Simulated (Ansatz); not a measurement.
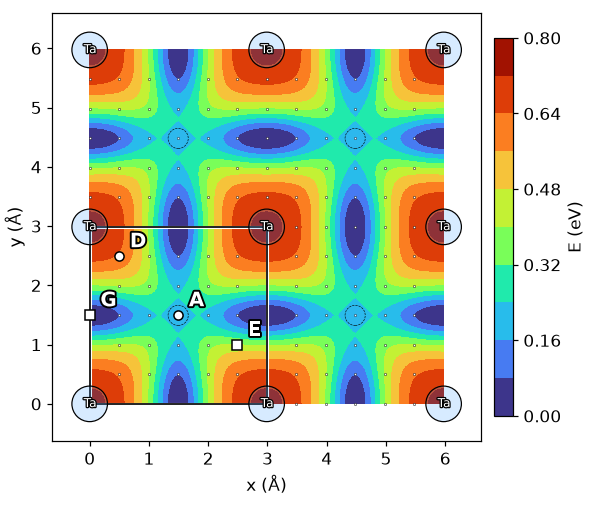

H on a Ta(100) slab cut from the Fm-3m phase, its upper half relaxed before the scan (12 atoms of substrate and one adsorbate in a 2 × 2 cell). 
- H is moved over the surface cell; relaxed at each place: the height of the adsorbate's atoms; substrate rigid; the origin of the map has the adsorbate above Ta9.
- Places are given modulo a cell vector. The map is drawn in real space over the plane of the surface.
- The scan uses a 6 × 6 grid; 10 points were computed and 26 follow by symmetry.
- Places are given in fractions of the 1 × 1 surface cell.
- Energies are in eV, from the lowest grid point.
- All numbers below come from DFT PBE, scalar-relativistic, plane waves, PAW (Ansatz 0.2.0). Settings: cutoff 420 eV, k-mesh 5×5×1, gaussian smearing 0.1 eV, no spin polarisation.

In the figure: filled contours, dots at the grid points, labelled circles for the atoms of the top layer and small ones for the second layer, the outline of one cell of the 2 × 2 shown, lettered points. Between grid points the surface is interpolated.

What kind of point is each of A, G: minimum, saddle, maximum or slope?

A: minimum; G: minimum. (In these two coordinates alone; a stationary point may lie a little off the grid point.)

Rank the lettered points by energy, lowest first.

G (0.00 eV), A (0.23 eV), E (0.40 eV), D (0.62 eV).

PAW datasets: the set soft_1.
